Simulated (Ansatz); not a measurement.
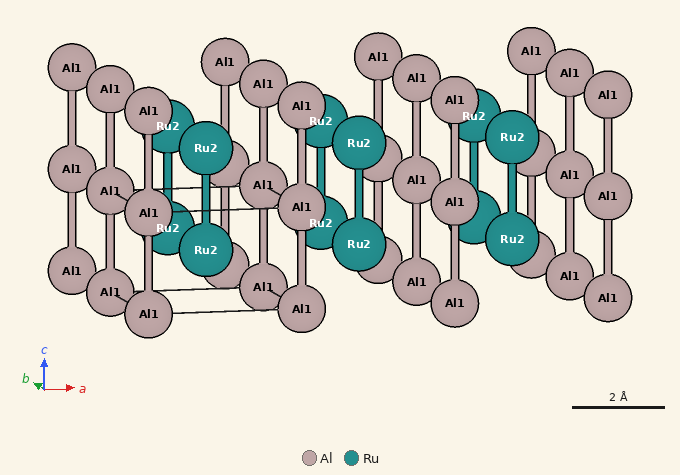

**Figure 1.** The input geometry (ball-and-stick view of the cell of the calculation, repeated 3 × 2 × 2, seen slightly off an axis; atoms are numbered from 1 in the order of the input). An atom can appear more than once, as a periodic image. Near neighbours in the periodic cell (some may lie outside the picture): Al has 2 Al at 2.24 Å; Ru has 2 Ru at 2.24 Å.

## Single-point calculation, with input and output: AlRu

System: AlRu (2 atoms in the cell).
Method: DFT PBE, scalar-relativistic, plane waves, PAW, no spin polarisation (Ansatz 0.2.0).

The structure derives from an entry of the Crystallography Open Database. It belongs to a series of runs on one base structure; here: ratio of the length along z to the lengths across it x 0.65, volume and fractional coordinates fixed. Figures and captions count atoms from 1; the log counts them from 0 in places.

Log
```
Engine: ansatz 0.2.0, x86_64-unknown-linux-gnu
Pseudopotentials: kind: paw
Pseudopotential: Al, paw, valence charge 3, recommended cutoff 420 eV (normal), Al.paw.azcp
Pseudopotential: Ru, paw, valence charge 16, recommended cutoff 420 eV (normal), Ru.paw.azcp
Functional definition: PBE
  parameter kappa = 0.804
  parameter beta = 0.06672455060314922
  exchange = pbe_x(kappa = kappa, mu = beta*pi^2/3)
  correlation = pbe_c(beta = beta)
Crystal: 2 atoms, lattice volume = 26.774 Å³
Basis set: ecut = 420 eV, 507 PW (Γ), exchange–correlation on 48×48×32 points (8 copies of the dense FFT grid, shifted against one another)
Bands: 14, of which v1, the nominal top of the filled ones, is band 10 counted from 1 (9 counted from 0)
Symmetry: 16 space group operations
Space group: P4/mmm (ITA 123), of the structure as read, at distance tolerance 3.0e-5 Å
k-points: 550 of 5832
Non-local potential: Al, projectors of the file, l = 0: 2, l = 1: 2, l = 2: 1
Non-local potential: Ru, projectors of the file, l = 0: 3, l = 1: 2, l = 2: 2, l = 3: 1
PAW form: soft (Blöchl's): semilocal exchange-correlation on the pseudo side does not see the compensation charge
PAW one-centre angular grid: Al, 110 points (default); XC on 64 Gauss nodes
PAW one-centre angular grid: Ru, 590 points (default); XC on 64 Gauss nodes
Initial density: superposition of atomic densities (neutral atoms: chi_scale 0, normalization atom), corrected by the library's trained network
Initial wavefunctions: pseudopotential atomic-orbital guess
Functional: x = pbe(κ = 0.804, μ = 0.2195149727645171), c = pbe(β = 0.06672455060314922)
SCF iter   1: F=—  HF=-6415.129296 eV  |F-HF|=—  |Δ(HF+E_count)|=         —  Δρ=1.55e-2  dr2=2.31e-2  ethr=1.77e-3  ⟨swp⟩=5.0  Hψ=43165  notcnv=0
preconditioner: auto → none  [metal: Δε(μ)=0.002 eV  Ē_g=8.735 eV  σ=0.150 eV  W_gap=0.01  n_scr=8 (ndim 8)  ℏωp=23.8 eV  f_vac=0.000  D(μ)=1.52/eV (n_scr^D=10)  sad-step TF]
SCF iter   2: F=—  HF=-6415.124957 eV  |F-HF|=—  |Δ(HF+E_count)|=   4.34e-3  Δρ=8.59e-3  dr2=9.95e-3  ethr=1.21e-4  ⟨swp⟩=1.0  Hψ=12121  notcnv=0
SCF iter   3: F=—  HF=-6415.122440 eV  |F-HF|=—  |Δ(HF+E_count)|=   2.52e-3  Δρ=8.49e-4  dr2=7.86e-5  ethr=5.24e-5  ⟨swp⟩=1.8  Hψ=9549  notcnv=0
SCF iter   4: F=—  HF=-6415.122499 eV  |F-HF|=—  |Δ(HF+E_count)|=   5.93e-5  Δρ=2.31e-4  dr2=9.63e-6  ethr=4.14e-7  ⟨swp⟩=2.3  Hψ=12386  notcnv=0
iter 5 did not close the SCF: its close was put off for the readings that it lacked (scf_convergence_deferred on its scf_iter line)
SCF iter   5: F=-6415.122497 eV  HF=-6415.122497 eV  |F-HF|=1.36e-8  |Δ(HF+E_count)|=   1.88e-6  Δρ=1.68e-5  dr2=2.92e-8  ethr=5.07e-8  ⟨swp⟩=2.4  Hψ=12102  notcnv=0
SCF iter   6: F=-6415.122497 eV  HF=-6415.122497 eV  |F-HF|=1.33e-9  |Δ(HF+E_count)|=   1.99e-8  Δρ=3.55e-6  dr2=8.63e-10  ethr=1.54e-10  ⟨swp⟩=5.8  Hψ=43661  notcnv=0
SCF 1 converged in 6 iterations: F = -6415.122497 eV  dr2 = 8.63e-10
  greatest PAW one-centre occupation: 0.999 electrons in one spin orbital (limit 2), on the Ru atom at site 1 (counted from 0), in its partial waves of l = 0
SCF converged after 6 iterations
Free energy (F): -6415.122497 eV
Harris-Foulkes:  -6415.122497 eV  (|F-HF|=1.33e-9)
Internal energy: -6415.105592 eV  (E = F + TS)
E sigma→0 (E₀):  -6415.114044 eV
Entropy (-TS):   -0.016905 eV (-8.453 meV/atom)
Fermi energy:    17.084547 eV
--- Per-component energies (eV) ---
  E_band       = -121.389589
  E_kinetic    = 548.155321
  E_local      = -1971.385421  (includes V_loc(G=0)·N_el)
  E_nonlocal   = 357.405076
  E_hartree    = 722.368278
  E_xc         = -233.199851
  E_vxc        = -272.001032  (∫ρ·V_xc dr)
  E_paw        = -3930.339773  (= ΣΔE_a)
  E_vpaw       = -228.299778  (= ΣTr[D̂ρ^β])
  E_aug_tail   = -0.000175  (compensation charges beyond the density's cutoff)
  E_ewald      = -1908.109047
  E_smearing   = -0.016905  (= −TS)
  E_closure    = 0.000000  (closes the sum)
  Σ components = -6415.122497   (vs F -6415.122497, Δ=0.00e0)
--- Forces (eV/Å), atoms counted from 1 ---
  atom   1  Al     0.00000000     0.00000000     0.00000000
  atom   2  Ru     0.00000000    -0.00000000    -0.00000000
  max |Σ_I F_I| component: 4.50e-29 eV/Å
--- Stress (GPa, compression-positive) ---
       -0.242385      -0.000000      -0.000000
       -0.000000      -0.242385      -0.000000
       -0.000000      -0.000000     107.242156
  P = ⅓ Tr σ = 35.5858 GPa (355.858 kbar)
--- Band table (eV; the first three rows and the last of 550) ---
  k-point 0: bands = ["-55.9478", "-25.7770", "-25.7770", "-24.8749", "6.3314", "10.8622", "12.4087", "14.5625", "18.1577", "18.1577", "18.5860", "18.5860", "22.3407", "26.3305"]
  k-point 1: bands = ["-55.9348", "-25.7670", "-25.7670", "-24.9627", "6.4271", "11.0861", "12.4699", "14.6055", "17.5625", "17.5625", "19.0474", "19.0474", "22.3751", "26.3208"]
  k-point 2: bands = ["-55.8974", "-25.7380", "-25.7380", "-25.2121", "6.7090", "11.7378", "12.6508", "14.7312", "16.6677", "16.6677", "19.6008", "19.6008", "22.4541", "26.2849"]
  k-point 549: bands = ["-55.4998", "-27.5044", "-25.4676", "-25.4676", "10.8796", "10.8796", "12.7071", "17.1468", "18.9427", "19.7384", "20.3409", "20.3409", "20.8800", "23.1430"]
```

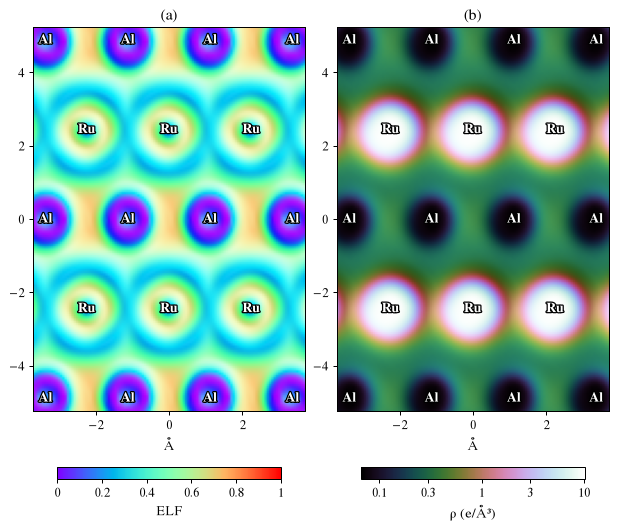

**Figure 2.** (a) electron localisation function; (b) valence charge density (pseudo) on the (110) plane of the conventional cell. The section cuts through Al and Ru sites. Al–Al (2.24 Å): the density is about 0.37 e/Å³ at the midpoint, a local maximum along the line; the ELF peaks at about 0.75 between the atoms, as expected for localised, shared-pair bonding. Ru–Ru (2.24 Å): ρ is about 0.89 e/Å³ halfway; the ELF is about 0.25 at the midpoint (no shared electron pair). Away from the nuclei the density in this plane falls to 0.24 e/Å³ at its lowest. The strong features right at Ru lie inside the PAW spheres (semicore, d or f shells) and say nothing about bonding. In a PAW calculation such maps are meaningful between the atoms, not at the nuclei.

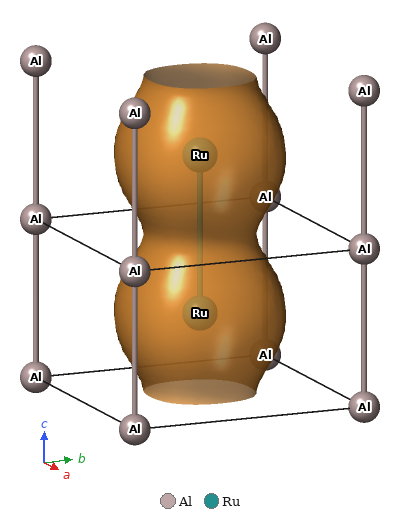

**Figure 3.** Isosurface of the valence electron density at 0.4 e/Å³ (orange), seen slightly off an axis. Sticks mark near contacts. The outline is the cell set on symmetry axes. At this value the density is joined into chains; it holds about 75 % of the electrons treated as valence (semicore included). It is pinched off along the Al–Al (2.24 Å) contacts. On the grid the lowest density along these lines, outside the cores, is 0.34 e/Å³ (Al–Al, 2.24 Å) and 0.89 e/Å³ (Ru–Ru, 2.24 Å).

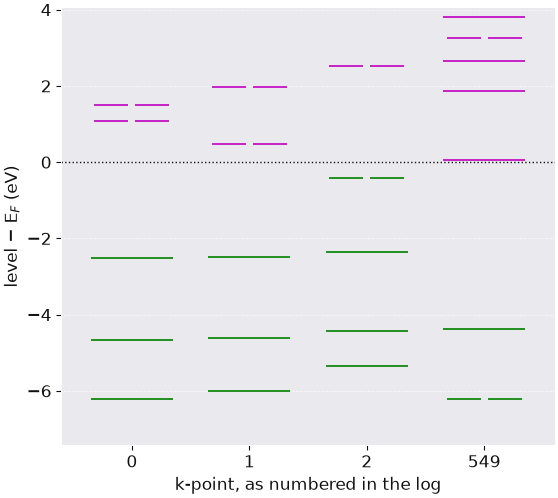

**Figure 4.** Kohn–Sham levels near the Fermi level (dotted) at the few k-points that the log prints; levels within 0.02 eV of each other stand side by side. The system is metallic on the full mesh.

This output came from the following input.

Input file
```yaml
crystal:
  lattice:
    - [3.4535499281, 0.0, 0.0]
    - [0.0, 3.4535499281, 0.0]
    - [0.0, 0.0, 2.2448074533]
  atoms:
    - { symbol: Al, position: [0.0, 0.0, 0.0] }
    - { symbol: Ru, position: [0.5, 0.5, 0.5] }
basis:
  ecutwfc: 420
kpoints:
  mp_grid: { grid: [18, 18, 18] }
hamiltonian:
  xc: pbe
scf:
  occupations: { method: gaussian, width: 0.15 }
output:
  forces: true
  stress: true
  eigenvalues: true
  write_density: true
  write_potential: true
  elf: true
  volumetric_format: npy
```

Launch command:
```bash
ansatz run input.yaml --threads 1 --pin off --max-ram 2560MiB --backend cpu --events-out ev --progress --plain --runs-dir out
```

Summary

```csv
quantity,value
outcome,converged
space group (tolerance 0.01 Å),P4/mmm (123)
electrons treated,19
free energy,−6415.1225 eV
Fermi energy,17.085 eV
gap on the k-point mesh,none (metallic)
pressure,35.59 GPa
largest force (length of the vector),under 0.001 eV/Å
hardware,"1 thread of Intel Xeon @ 2.50GHz (Skylake/Cascade Lake), 189 GiB of memory available, shared host"
wall time,29 s
peak memory,0.46 GiB
```
